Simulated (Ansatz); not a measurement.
In doubt: masses and optical values from hybrid runs of this build are listed as unsure (in some of the runs), which bears on the screening that GW takes from such a start.

Consider SnSe2 (layers cut from the bulk crystal).

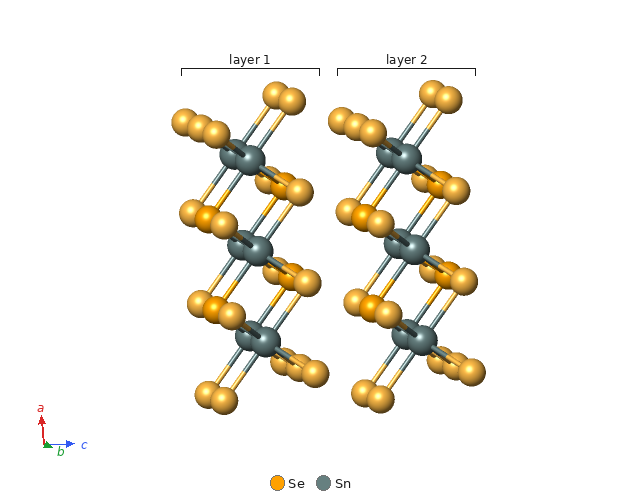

The structure (selenium orange, tin teal). 2×1×1 cells are drawn. Some periodic images of atoms are drawn too.

The cell holds 6 atoms: 4 Se and 2 Sn. Its edges and angles: a = 3.837 Å, b = 3.837 Å, c = 41.600 Å, α = 90.0°, β = 90.0°, γ = 120.0°. It derives from SnSe2. Regions: layer 1, 3 atoms (2 Se and 1 Sn); layer 2, 3 atoms (2 Se and 1 Sn). Vacuum lies along c.

```xyz
6
Lattice="3.8366 0.0000 0.0000 -1.9183 3.3226 0.0000 0.0000 0.0000 41.6000" Properties=species:S:1:pos:R:3
Se    0.0000    2.2150   16.2122
Sn    0.0000    0.0000   17.8062
Se    1.9183    1.1075   19.4010
Se    0.0000    2.2150   22.1990
Sn    0.0000    0.0000   23.7938
Se    1.9183    1.1075   25.3878
```

The structure was relaxed with PBE-D3(BJ). The runs that relaxed it are not among those shown.

Gaps computed with Ansatz 0.2.0 without a self-energy: HSE06 1.29 eV.

Q: Estimate the G0W0@HSE06 gap with 6×6×1 mesh, 293 empty bands, screening to 39 eV, PAW set soft_1 files.

About 1.69 eV: on its mesh the run moves the gap from 1.29 eV by +0.40 eV. Bands and cutoff are finite, so the gap is not at the basis limit. The miss can reach some tenths of an eV and take either sign; the mesh is an error of its own. Mesh or cutoff lie under what a gap needs, so these runs test behaviour and cost; their gaps are not to be quoted. The mesh in the plane is coarse for a sheet; gap and any exciton binding can still move on denser ones. The many-body steps are scalar-relativistic: spin-orbit coupling is not in them.

[Paths, hosts, dates, memory and timing lines, banners, echoed tables and standing remarks are left out of the program output.]

[Logs are printed without paths, hosts, clocks, repeated set-up lines and the standing remarks that a program may print on its own settings, such as how far it seeks lower states.]

[Runs of the session that timed out or met a known fault of the program may be left out.]

[Cells called generated may have been cut or substituted from an entry of the Crystallography Open Database or the Materials Project.]

[Hosts, paths, dates, database ids (printed as entryN), source tags and the programs' standing remarks are cut or masked in the printed files.]
